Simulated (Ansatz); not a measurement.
**Run report: Ge, geometry relaxation (part 1 of 2)**

- system: Ge (P-3m1, 2 atoms in the cell)
- method: DFT PBE, scalar-relativistic, plane waves, PAW, no spin polarisation (Ansatz 0.2.0)

The structure was made by a generator, so it may or may not be a known phase.

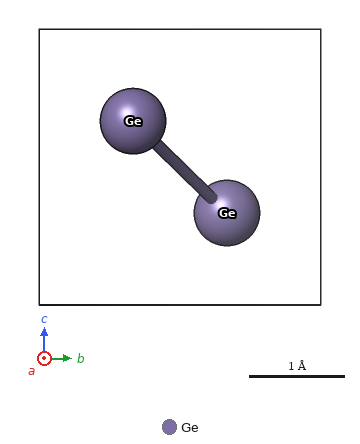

Figure 1. The input geometry (ball-and-stick view of the cell of the calculation, along the a axis). An atom can appear more than once, as a periodic image. Near neighbours in the periodic cell (some may lie outside the picture): Ge has 3 Ge at 2.20 Å.

Input file
```yaml
crystal:
  lattice:
    - [3.42347277, 0.0, 0.0]
    - [-1.71173639, 2.96481439, 0.0]
    - [0.0, 0.0, 2.90299269]
  atoms:
    - { symbol: Ge, position: [0.66666667, 0.33333333, 0.66651471] }
    - { symbol: Ge, position: [0.33333333, 0.66666667, 0.33348529] }
basis:
  ecutwfc: 420
kpoints:
  mp_grid: { grid: [6, 6, 6] }
hamiltonian:
  xc: pbe
scf:
  occupations: { method: gaussian, width: 0.1 }
  lower_state_search: "off"
output:
  forces: true
  stress: true
  eigenvalues: true
relax:
  adjacent_minimum: "off"
  f_tol: 0.04
  max_steps: 70
  cell: { stress_tol: 0.4 }
```

Run as:
```bash
ansatz run input.yaml --threads 1 --pin off --max-ram 2560MiB --backend cpu --events-out ev --progress --plain --runs-dir out
```

Log
```
Engine: ansatz 0.2.0, x86_64-unknown-linux-gnu
Pseudopotentials: kind: paw
Pseudopotential: Ge, paw, valence charge 14, recommended cutoff 420 eV (normal), Ge.paw.azcp
Functional definition: PBE
  parameter kappa = 0.804
  parameter beta = 0.06672455060314922
  exchange = pbe_x(kappa = kappa, mu = beta*pi^2/3)
  correlation = pbe_c(beta = beta)
Crystal: 2 atoms, lattice volume = 29.465 Å³
Basis set: ecut = 420 eV, 573 PW (Γ), exchange–correlation on 48×48×40 points (8 copies of the dense FFT grid, shifted against one another)
Bands: 18, of which v1, the nominal top of the filled ones, is band 14 counted from 1 (13 counted from 0)
Symmetry: 12 space group operations
Space group: P-3m1 (ITA 164), of the structure as read, at distance tolerance 3.1e-5 Å
k-points: 34 of 216
Non-local potential: Ge, projectors of the file, l = 0: 2, l = 1: 2, l = 2: 3, l = 3: 1
PAW form: soft (Blöchl's): semilocal exchange-correlation on the pseudo side does not see the compensation charge
PAW one-centre angular grid: Ge, 590 points (default); XC on 64 Gauss nodes
Initial density: superposition of atomic densities (neutral atoms: chi_scale 0, normalization atom), corrected by the library's trained network
Initial wavefunctions: pseudopotential atomic-orbital guess
Functional: x = pbe(κ = 0.804, μ = 0.2195149727645171), c = pbe(β = 0.06672455060314922)
SCF iter   1: F=—  HF=-8587.276884 eV  |F-HF|=—  |Δ(HF+E_count)|=         —  Δρ=3.81e-3  dr2=2.79e-3  ethr=1.77e-3  ⟨swp⟩=5.1  Hψ=2740  notcnv=0
preconditioner: auto → none  [metal: Δε(μ)=0.069 eV  Ē_g=24.978 eV  σ=0.100 eV  W_gap=0.33  n_scr=8 (ndim 8)  ℏωp=36.2 eV  f_vac=0.000  D(μ)=1.47/eV (n_scr^D=8)  sad-step TF]
SCF iter   2: F=—  HF=-8587.276133 eV  |F-HF|=—  |Δ(HF+E_count)|=   7.50e-4  Δρ=2.35e-3  dr2=1.32e-3  ethr=9.97e-6  ⟨swp⟩=1.2  Hψ=899  notcnv=0
SCF iter   3: F=—  HF=-8587.276450 eV  |F-HF|=—  |Δ(HF+E_count)|=   3.16e-4  Δρ=1.24e-3  dr2=2.35e-4  ethr=4.70e-6  ⟨swp⟩=2.0  Hψ=1074  notcnv=0
SCF iter   4: F=—  HF=-8587.276178 eV  |F-HF|=—  |Δ(HF+E_count)|=   2.71e-4  Δρ=3.37e-4  dr2=2.10e-5  ethr=8.41e-7  ⟨swp⟩=2.0  Hψ=1073  notcnv=0
SCF iter   5: F=—  HF=-8587.276132 eV  |F-HF|=—  |Δ(HF+E_count)|=   4.63e-5  Δρ=9.70e-5  dr2=1.37e-6  ethr=7.49e-8  ⟨swp⟩=2.0  Hψ=1075  notcnv=0
SCF iter   6: F=—  HF=-8587.276131 eV  |F-HF|=—  |Δ(HF+E_count)|=   6.78e-7  Δρ=3.87e-5  dr2=1.94e-7  ethr=4.91e-9  ⟨swp⟩=2.0  Hψ=1056  notcnv=0
SCF iter   7: F=-8587.276131 eV  HF=-8587.276131 eV  |F-HF|=4.95e-8  |Δ(HF+E_count)|=   1.01e-7  Δρ=1.51e-5  dr2=3.20e-8  ethr=3.57e-10  ⟨swp⟩=4.9  Hψ=2165  notcnv=0
SCF 1 converged in 7 iterations: F = -8587.276131 eV  dr2 = 3.20e-8
  greatest PAW one-centre occupation: 0.998 electrons in one spin orbital (limit 2), on the Ge atom at site 1 (counted from 0), in its partial waves of l = 2
relax step   1: F+E_penalty+E_count = -8587.27613099 eV  Δ(F+E_penalty+E_count) = +0.000e0 eV  max|allowed force component| = 3.028e0 eV/Å  Δτ_max = 0.0000 Å  P = +62.832 GPa  Ω = 29.465 Å³  (7 SCF iters, dr2 threshold 1.00e-7 eV, accepted)
Crystal: 2 atoms, lattice volume = 33.867 Å³
Basis set: ecut = 420 eV, 641 PW (Γ), exchange–correlation on 48×48×40 points (8 copies of the dense FFT grid, shifted against one another)
Initial density: handed on by an earlier stage of this run
Initial wavefunctions: those handed on with the density
iter 1 solved again at ethr=1.05e-4 eV; its pass at ethr=3.10e-3 eV (dr2=2.93e-2 eV) is discarded
SCF iter   1: F=—  HF=-8588.592279 eV  |F-HF|=—  |Δ(HF+E_count)|=         —  Δρ=8.82e-3  dr2=2.94e-2  ethr=1.05e-4  ⟨swp⟩=1.0  Hψ=3533  notcnv=0
preconditioner: auto → LDOS  [metal: Δε(μ)=0.031 eV  Ē_g=24.183 eV  σ=0.100 eV  W_gap=0.18  n_scr=8 (ndim 8)  ℏωp=33.8 eV  f_vac=0.019  D(μ)=1.71/eV (n_scr^D=20)  β→1.0]
SCF iter   2: F=—  HF=-8588.590518 eV  |F-HF|=—  |Δ(HF+E_count)|=   1.76e-3  Δρ=4.40e-3  dr2=5.84e-3  ethr=1.05e-4  ⟨swp⟩=2.9  Hψ=1216  notcnv=0
preconditioner: auto → none  [insulator: Δε(μ)=0.147 eV  Ē_g=24.139 eV  σ=0.100 eV  W_gap=0.56  n_scr=8 (ndim 8)  ℏωp=33.8 eV  f_vac=0.010  D(μ)=1.77/eV (n_scr^D=20)  ε∞_Penn≈3.0  β→0.5]
SCF iter   3: F=—  HF=-8588.589977 eV  |F-HF|=—  |Δ(HF+E_count)|=   5.42e-4  Δρ=1.23e-3  dr2=3.00e-4  ethr=2.08e-5  ⟨swp⟩=3.0  Hψ=1089  notcnv=0
SCF iter   4: F=—  HF=-8588.590184 eV  |F-HF|=—  |Δ(HF+E_count)|=   2.07e-4  Δρ=2.53e-4  dr2=9.78e-6  ethr=1.07e-6  ⟨swp⟩=2.2  Hψ=816  notcnv=0
SCF iter   5: F=—  HF=-8588.590115 eV  |F-HF|=—  |Δ(HF+E_count)|=   6.95e-5  Δρ=7.76e-5  dr2=9.76e-7  ethr=3.49e-8  ⟨swp⟩=2.0  Hψ=1084  notcnv=0
SCF iter   6: F=-8588.590114 eV  HF=-8588.590114 eV  |F-HF|=3.30e-8  |Δ(HF+E_count)|=   3.93e-7  Δρ=1.82e-5  dr2=5.01e-8  ethr=7.14e-10  ⟨swp⟩=5.1  Hψ=2796  notcnv=0
SCF 2 converged in 6 iterations: F = -8588.590114 eV  dr2 = 5.01e-8
relax step   2: F+E_penalty+E_count = -8588.59011414 eV  Δ(F+E_penalty+E_count) = -1.314e0 eV  max|allowed force component| = 1.546e0 eV/Å  Δτ_max = 0.0231 Å  P = +29.153 GPa  Ω = 33.867 Å³  energy of the carried Pulay correction = -1.537e-3 eV  (6 SCF iters, dr2 threshold 2.00e-7 eV, accepted)
Crystal: 2 atoms, lattice volume = 37.163 Å³
Basis set: ecut = 420 eV, 731 PW (Γ), exchange–correlation on 48×48×40 points (8 copies of the dense FFT grid, shifted against one another)
iter 1 solved again at ethr=9.00e-5 eV; its pass at ethr=3.10e-3 eV (dr2=2.52e-2 eV) is discarded
SCF iter   1: F=—  HF=-8589.136269 eV  |F-HF|=—  |Δ(HF+E_count)|=         —  Δρ=7.80e-3  dr2=2.49e-2  ethr=9.00e-5  ⟨swp⟩=1.0  Hψ=3534  notcnv=0
preconditioner: auto → LDOS  [metal: Δε(μ)=0.072 eV  Ē_g=23.656 eV  σ=0.100 eV  W_gap=0.38  n_scr=8 (ndim 8)  ℏωp=32.2 eV  f_vac=0.019  D(μ)=0.85/eV (n_scr^D=8)  β→1.0]
SCF iter   2: F=—  HF=-8589.134509 eV  |F-HF|=—  |Δ(HF+E_count)|=   1.76e-3  Δρ=3.49e-3  dr2=5.69e-3  ethr=8.90e-5  ⟨swp⟩=2.9  Hψ=1219  notcnv=0
SCF iter   3: F=—  HF=-8589.133008 eV  |F-HF|=—  |Δ(HF+E_count)|=   1.50e-3  Δρ=8.73e-4  dr2=4.55e-4  ethr=2.03e-5  ⟨swp⟩=2.0  Hψ=1051  notcnv=0
SCF iter   4: F=—  HF=-8589.132985 eV  |F-HF|=—  |Δ(HF+E_count)|=   2.33e-5  Δρ=2.43e-4  dr2=2.41e-5  ethr=1.62e-6  ⟨swp⟩=3.0  Hψ=1100  notcnv=0
SCF iter   5: F=—  HF=-8589.132955 eV  |F-HF|=—  |Δ(HF+E_count)|=   3.00e-5  Δρ=1.23e-4  dr2=4.04e-6  ethr=8.62e-8  ⟨swp⟩=2.0  Hψ=1086  notcnv=0
SCF iter   6: F=-8589.132950 eV  HF=-8589.132950 eV  |F-HF|=8.83e-8  |Δ(HF+E_count)|=   4.31e-6  Δρ=1.55e-5  dr2=5.92e-8  ethr=7.14e-10  ⟨swp⟩=3.1  Hψ=2817  notcnv=0
SCF 3 converged in 6 iterations: F = -8589.132950 eV  dr2 = 5.92e-8
relax step   3: F+E_penalty+E_count = -8589.13295040 eV  Δ(F+E_penalty+E_count) = -5.428e-1 eV  max|allowed force component| = 9.579e-1 eV/Å  Δτ_max = 0.0406 Å  P = +13.037 GPa  Ω = 37.163 Å³  energy of the carried Pulay correction = -2.557e-3 eV  (6 SCF iters, dr2 threshold 2.00e-7 eV, accepted)
Crystal: 2 atoms, lattice volume = 40.012 Å³
Basis set: ecut = 420 eV, 803 PW (Γ), exchange–correlation on 48×48×40 points (8 copies of the dense FFT grid, shifted against one another)
iter 1 solved again at ethr=7.21e-5 eV; its pass at ethr=3.10e-3 eV (dr2=2.02e-2 eV) is discarded
SCF iter   1: F=—  HF=-8589.354386 eV  |F-HF|=—  |Δ(HF+E_count)|=         —  Δρ=7.65e-3  dr2=1.99e-2  ethr=7.21e-5  ⟨swp⟩=1.6  Hψ=3816  notcnv=0
preconditioner: auto → none  [insulator: Δε(μ)=0.096 eV  Ē_g=23.255 eV  σ=0.100 eV  W_gap=0.50  n_scr=8 (ndim 8)  ℏωp=31.1 eV  f_vac=0.010  D(μ)=0.43/eV (n_scr^D=0)  ε∞_Penn≈2.8]
SCF iter   2: F=—  HF=-8589.352485 eV  |F-HF|=—  |Δ(HF+E_count)|=   1.90e-3  Δρ=3.48e-3  dr2=2.83e-3  ethr=7.11e-5  ⟨swp⟩=2.3  Hψ=792  notcnv=0
SCF iter   3: F=—  HF=-8589.353141 eV  |F-HF|=—  |Δ(HF+E_count)|=   6.56e-4  Δρ=8.71e-4  dr2=1.72e-4  ethr=1.01e-5  ⟨swp⟩=1.0  Hψ=612  notcnv=0
SCF iter   4: F=—  HF=-8589.353182 eV  |F-HF|=—  |Δ(HF+E_count)|=   4.11e-5  Δρ=1.02e-4  dr2=3.00e-6  ethr=6.14e-7  ⟨swp⟩=2.0  Hψ=1072  notcnv=0
SCF iter   5: F=—  HF=-8589.353181 eV  |F-HF|=—  |Δ(HF+E_count)|=   1.44e-6  Δρ=5.31e-5  dr2=4.04e-7  ethr=7.14e-10  ⟨swp⟩=7.0  Hψ=3379  notcnv=0
SCF iter   6: F=-8589.353181 eV  HF=-8589.353181 eV  |F-HF|=4.06e-9  |Δ(HF+E_count)|=   1.42e-7  Δρ=5.21e-6  dr2=5.36e-9  ethr=7.14e-10  ⟨swp⟩=4.7  Hψ=2498  notcnv=0
SCF 4 converged in 6 iterations: F = -8589.353181 eV  dr2 = 5.36e-9
relax step   4: F+E_penalty+E_count = -8589.35318091 eV  Δ(F+E_penalty+E_count) = -2.202e-1 eV  max|allowed force component| = 2.816e-1 eV/Å  Δτ_max = 0.0704 Å  P = +2.052 GPa  Ω = 40.012 Å³  energy of the carried Pulay correction = -3.361e-3 eV  (6 SCF iters, dr2 threshold 2.00e-7 eV, accepted)
Crystal: 2 atoms, lattice volume = 41.378 Å³
Basis set: ecut = 420 eV, 827 PW (Γ), exchange–correlation on 48×48×40 points (8 copies of the dense FFT grid, shifted against one another)
iter 1 solved again at ethr=1.88e-5 eV; its pass at ethr=3.10e-3 eV (dr2=5.25e-3 eV) is discarded
SCF iter   1: F=—  HF=-8589.315909 eV  |F-HF|=—  |Δ(HF+E_count)|=         —  Δρ=4.88e-3  dr2=5.32e-3  ethr=1.88e-5  ⟨swp⟩=1.8  Hψ=3943  notcnv=0
preconditioner: auto → LDOS  [insulator: Δε(μ)=0.198 eV  Ē_g=23.100 eV  σ=0.100 eV  W_gap=0.83  n_scr=8 (ndim 8)  ℏωp=30.5 eV  f_vac=0.014  D(μ)=0.80/eV (n_scr^D=6)  ε∞_Penn≈2.7  β→1.0]
SCF iter   2: F=—  HF=-8589.316651 eV  |F-HF|=—  |Δ(HF+E_count)|=   7.41e-4  Δρ=1.31e-3  dr2=7.86e-4  ethr=1.88e-5  ⟨swp⟩=3.0  Hψ=1132  notcnv=0
preconditioner: auto → none  [insulator: Δε(μ)=0.199 eV  Ē_g=23.081 eV  σ=0.100 eV  W_gap=0.83  n_scr=8 (ndim 8)  ℏωp=30.5 eV  f_vac=0.013  D(μ)=0.76/eV (n_scr^D=0)  ε∞_Penn≈2.8  β→0.5]
SCF iter   3: F=—  HF=-8589.316424 eV  |F-HF|=—  |Δ(HF+E_count)|=   2.27e-4  Δρ=3.85e-4  dr2=3.69e-5  ethr=2.81e-6  ⟨swp⟩=2.6  Hψ=1046  notcnv=0
SCF iter   4: F=—  HF=-8589.316484 eV  |F-HF|=—  |Δ(HF+E_count)|=   5.97e-5  Δρ=6.98e-5  dr2=9.61e-7  ethr=1.32e-7  ⟨swp⟩=2.1  Hψ=720  notcnv=0
SCF iter   5: F=-8589.316485 eV  HF=-8589.316485 eV  |F-HF|=3.33e-8  |Δ(HF+E_count)|=   1.19e-6  Δρ=1.16e-5  dr2=2.68e-8  ethr=7.14e-10  ⟨swp⟩=5.9  Hψ=2805  notcnv=0
SCF 5 converged in 5 iterations: F = -8589.316485 eV  dr2 = 2.68e-8
relax step   5: F+E_penalty+E_count = -8589.31648485 eV  Δ(F+E_penalty+E_count) = +3.670e-2 eV  max|allowed force component| = 2.249e-1 eV/Å  Δτ_max = 0.0617 Å  P = +0.077 GPa  Ω = 41.378 Å³  energy of the carried Pulay correction = -3.725e-3 eV  (5 SCF iters, dr2 threshold 2.00e-7 eV, rejected (line search))
Crystal: 2 atoms, lattice volume = 40.984 Å³
iter 1 solved again at ethr=4.20e-6 eV; its pass at ethr=3.10e-3 eV (dr2=1.18e-3 eV) is discarded
SCF iter   1: F=—  HF=-8589.379160 eV  |F-HF|=—  |Δ(HF+E_count)|=         —  Δρ=2.15e-3  dr2=1.14e-3  ethr=4.20e-6  ⟨swp⟩=2.0  Hψ=3971  notcnv=0
preconditioner: auto → none  [insulator: Δε(μ)=0.175 eV  Ē_g=23.138 eV  σ=0.100 eV  W_gap=0.54  n_scr=8 (ndim 8)  ℏωp=30.7 eV  f_vac=0.003  D(μ)=0.29/eV (n_scr^D=0)  ε∞_Penn≈2.8]
SCF iter   2: F=—  HF=-8589.379123 eV  |F-HF|=—  |Δ(HF+E_count)|=   3.65e-5  Δρ=1.03e-3  dr2=1.86e-4  ethr=4.08e-6  ⟨swp⟩=2.2  Hψ=710  notcnv=0
SCF iter   3: F=—  HF=-8589.379188 eV  |F-HF|=—  |Δ(HF+E_count)|=   6.43e-5  Δρ=1.91e-4  dr2=7.10e-6  ethr=6.66e-7  ⟨swp⟩=2.4  Hψ=762  notcnv=0
SCF iter   4: F=—  HF=-8589.379143 eV  |F-HF|=—  |Δ(HF+E_count)|=   4.47e-5  Δρ=2.84e-5  dr2=2.11e-7  ethr=2.54e-8  ⟨swp⟩=2.1  Hψ=1043  notcnv=0
SCF iter   5: F=—  HF=-8589.379142 eV  |F-HF|=—  |Δ(HF+E_count)|=   9.76e-7  Δρ=8.08e-6  dr2=1.46e-8  ethr=7.53e-10  ⟨swp⟩=2.0  Hψ=1084  notcnv=0
SCF iter   6: F=-8589.379142 eV  HF=-8589.379142 eV  |F-HF|=1.06e-10  |Δ(HF+E_count)|=   1.79e-8  Δρ=1.42e-6  dr2=5.79e-10  ethr=4.57e-12  ⟨swp⟩=5.1  Hψ=2627  notcnv=0
SCF 6 converged in 6 iterations: F = -8589.379142 eV  dr2 = 5.79e-10
relax step   6: F+E_penalty+E_count = -8589.37914182 eV  Δ(F+E_penalty+E_count) = -2.596e-2 eV  max|allowed force component| = 4.013e-2 eV/Å  Δτ_max = 0.0372 Å  P = -0.265 GPa  Ω = 40.984 Å³  energy of the carried Pulay correction = -3.621e-3 eV  (6 SCF iters, accepted)
Crystal: 2 atoms, lattice volume = 41.109 Å³
iter 1 solved again at ethr=3.93e-7 eV; its pass at ethr=3.10e-3 eV (dr2=1.10e-4 eV) is discarded
SCF iter   1: F=—  HF=-8589.378908 eV  |F-HF|=—  |Δ(HF+E_count)|=         —  Δρ=8.48e-4  dr2=1.08e-4  ethr=3.93e-7  ⟨swp⟩=3.4  Hψ=3868  notcnv=0
preconditioner: auto → none  [metal: Δε(μ)=0.161 eV  Ē_g=23.141 eV  σ=0.100 eV  W_gap=0.49  n_scr=8 (ndim 8)  ℏωp=30.6 eV  f_vac=0.004  D(μ)=0.26/eV (n_scr^D=0)]
SCF iter   2: F=—  HF=-8589.378880 eV  |F-HF|=—  |Δ(HF+E_count)|=   2.81e-5  Δρ=4.17e-4  dr2=2.51e-5  ethr=3.86e-7  ⟨swp⟩=1.0  Hψ=612  notcnv=0
SCF iter   3: F=—  HF=-8589.378887 eV  |F-HF|=—  |Δ(HF+E_count)|=   6.58e-6  Δρ=3.09e-5  dr2=3.01e-7  ethr=8.96e-8  ⟨swp⟩=1.7  Hψ=704  notcnv=0
SCF iter   4: F=-8589.378886 eV  HF=-8589.378886 eV  |F-HF|=2.78e-8  |Δ(HF+E_count)|=   1.52e-7  Δρ=8.98e-6  dr2=2.27e-8  ethr=7.14e-10  ⟨swp⟩=5.0  Hψ=2786  notcnv=0
SCF 7 converged in 4 iterations: F = -8589.378886 eV  dr2 = 2.27e-8
relax step   7: F+E_penalty+E_count = -8589.37888637 eV  Δ(F+E_penalty+E_count) = +2.555e-4 eV  max|allowed force component| = 4.887e-2 eV/Å  Δτ_max = 0.0123 Å  P = -0.188 GPa  Ω = 41.109 Å³  energy of the carried Pulay correction = -3.654e-3 eV  (4 SCF iters, dr2 threshold 2.00e-7 eV, rejected (line search))
Crystal: 2 atoms, lattice volume = 40.959 Å³
iter 1 solved again at ethr=1.58e-7 eV; its pass at ethr=3.10e-3 eV (dr2=4.44e-5 eV) is discarded
SCF iter   1: F=—  HF=-8589.379623 eV  |F-HF|=—  |Δ(HF+E_count)|=         —  Δρ=5.49e-4  dr2=4.19e-5  ethr=1.58e-7  ⟨swp⟩=3.1  Hψ=3843  notcnv=0
preconditioner: auto → none  [insulator: Δε(μ)=0.155 eV  Ē_g=23.153 eV  σ=0.100 eV  W_gap=0.51  n_scr=8 (ndim 8)  ℏωp=30.7 eV  f_vac=0.003  D(μ)=0.27/eV (n_scr^D=0)  ε∞_Penn≈2.8]
SCF iter   2: F=—  HF=-8589.379576 eV  |F-HF|=—  |Δ(HF+E_count)|=   4.75e-5  Δρ=2.70e-4  dr2=1.00e-5  ethr=1.50e-7  ⟨swp⟩=1.0  Hψ=612  notcnv=0
SCF iter   3: F=—  HF=-8589.379579 eV  |F-HF|=—  |Δ(HF+E_count)|=   3.57e-6  Δρ=1.10e-5  dr2=5.02e-8  ethr=3.58e-8  ⟨swp⟩=1.6  Hψ=647  notcnv=0
SCF iter   4: F=—  HF=-8589.379580 eV  |F-HF|=—  |Δ(HF+E_count)|=   3.09e-7  Δρ=3.30e-6  dr2=3.96e-9  ethr=1.79e-10  ⟨swp⟩=2.9  Hψ=1089  notcnv=0
SCF iter   5: F=-8589.379580 eV  HF=-8589.379580 eV  |F-HF|=5.46e-12  |Δ(HF+E_count)|=  7.39e-10  Δρ=6.14e-7  dr2=6.33e-11  ethr=4.57e-12  ⟨swp⟩=4.1  Hψ=2166  notcnv=0
SCF 8 converged in 5 iterations: F = -8589.379580 eV  dr2 = 6.33e-11
relax step   8: F+E_penalty+E_count = -8589.37957970 eV  Δ(F+E_penalty+E_count) = -4.379e-4 eV  max|allowed force component| = 6.743e-3 eV/Å  Δτ_max = 0.0042 Å  P = -0.097 GPa  Ω = 40.959 Å³  energy of the carried Pulay correction = -3.615e-3 eV  (5 SCF iters, accepted)
Crystal: 2 atoms, lattice volume = 40.936 Å³
iter 1 solved again at ethr=5.46e-9 eV; its pass at ethr=3.10e-3 eV (dr2=1.53e-6 eV) is discarded
SCF iter   1: F=—  HF=-8589.379672 eV  |F-HF|=—  |Δ(HF+E_count)|=         —  Δρ=6.57e-5  dr2=1.45e-6  ethr=5.46e-9  ⟨swp⟩=3.0  Hψ=3611  notcnv=0
preconditioner: auto → none  [metal: Δε(μ)=0.148 eV  Ē_g=23.157 eV  σ=0.100 eV  W_gap=0.49  n_scr=8 (ndim 8)  ℏωp=30.7 eV  f_vac=0.003  D(μ)=0.27/eV (n_scr^D=0)]
SCF iter   2: F=—  HF=-8589.379621 eV  |F-HF|=—  |Δ(HF+E_count)|=   5.08e-5  Δρ=3.21e-5  dr2=2.71e-7  ethr=5.19e-9  ⟨swp⟩=2.2  Hψ=1085  notcnv=0
SCF iter   3: F=—  HF=-8589.379621 eV  |F-HF|=—  |Δ(HF+E_count)|=   8.96e-9  Δρ=6.06e-6  dr2=8.09e-9  ethr=9.68e-10  ⟨swp⟩=2.0  Hψ=1084  notcnv=0
SCF iter   4: F=-8589.379621 eV  HF=-8589.379621 eV  |F-HF|=7.46e-11  |Δ(HF+E_count)|=   4.94e-9  Δρ=1.30e-6  dr2=3.66e-10  ethr=4.57e-12  ⟨swp⟩=4.8  Hψ=2290  notcnv=0
SCF 9 converged in 4 iterations: F = -8589.379621 eV  dr2 = 3.66e-10
relax step   9: F+E_penalty+E_count = -8589.37962118 eV  Δ(F+E_penalty+E_count) = -4.148e-5 eV  max|allowed force component| = 1.367e-4 eV/Å  Δτ_max = 0.0007 Å  P = -0.011 GPa  Ω = 40.936 Å³  energy of the carried Pulay correction = -3.609e-3 eV  (4 SCF iters, accepted)
Basis set: ecut = 420 eV, 827 PW (Γ), exchange–correlation on 54×54×48 points (8 copies of the dense FFT grid, shifted against one another)
Initial wavefunctions: pseudopotential atomic-orbital guess (no wavefunctions were taken with the density)
iter 1 solved again at ethr=2.61e-6 eV; its pass at ethr=3.10e-3 eV (dr2=7.31e-4 eV) is discarded
SCF iter   1: F=—  HF=-8589.314112 eV  |F-HF|=—  |Δ(HF+E_count)|=         —  Δρ=7.57e-3  dr2=7.61e-4  ethr=2.61e-6  ⟨swp⟩=3.0  Hψ=3998  notcnv=0
preconditioner: auto → none  [insulator: Δε(μ)=0.171 eV  Ē_g=23.166 eV  σ=0.100 eV  W_gap=0.51  n_scr=8 (ndim 8)  ℏωp=30.7 eV  f_vac=0.005  D(μ)=0.27/eV (n_scr^D=0)  ε∞_Penn≈2.8]
SCF iter   2: F=—  HF=-8589.389668 eV  |F-HF|=—  |Δ(HF+E_count)|=   7.56e-2  Δρ=3.85e-3  dr2=2.83e-4  ethr=2.61e-6  ⟨swp⟩=2.0  Hψ=1091  notcnv=0
SCF iter   3: F=—  HF=-8589.410016 eV  |F-HF|=—  |Δ(HF+E_count)|=   2.03e-2  Δρ=1.71e-3  dr2=5.14e-5  ethr=1.01e-6  ⟨swp⟩=3.0  Hψ=1106  notcnv=0
SCF iter   4: F=—  HF=-8589.414975 eV  |F-HF|=—  |Δ(HF+E_count)|=   4.96e-3  Δρ=6.25e-5  dr2=1.86e-6  ethr=1.84e-7  ⟨swp⟩=2.1  Hψ=765  notcnv=0
SCF iter   5: F=—  HF=-8589.414969 eV  |F-HF|=—  |Δ(HF+E_count)|=   5.92e-6  Δρ=2.59e-5  dr2=1.21e-7  ethr=6.65e-9  ⟨swp⟩=2.6  Hψ=1133  notcnv=0
SCF iter   6: F=—  HF=-8589.414970 eV  |F-HF|=—  |Δ(HF+E_count)|=   6.78e-7  Δρ=2.36e-6  dr2=3.94e-9  ethr=4.34e-10  ⟨swp⟩=2.0  Hψ=740  notcnv=0
SCF iter   7: F=-8589.414970 eV  HF=-8589.414970 eV  |F-HF|=3.13e-10  |Δ(HF+E_count)|=  5.73e-10  Δρ=9.68e-7  dr2=6.70e-10  ethr=4.57e-12  ⟨swp⟩=4.1  Hψ=1837  notcnv=0
SCF 10 converged in 7 iterations: F = -8589.414970 eV  dr2 = 6.70e-10
```
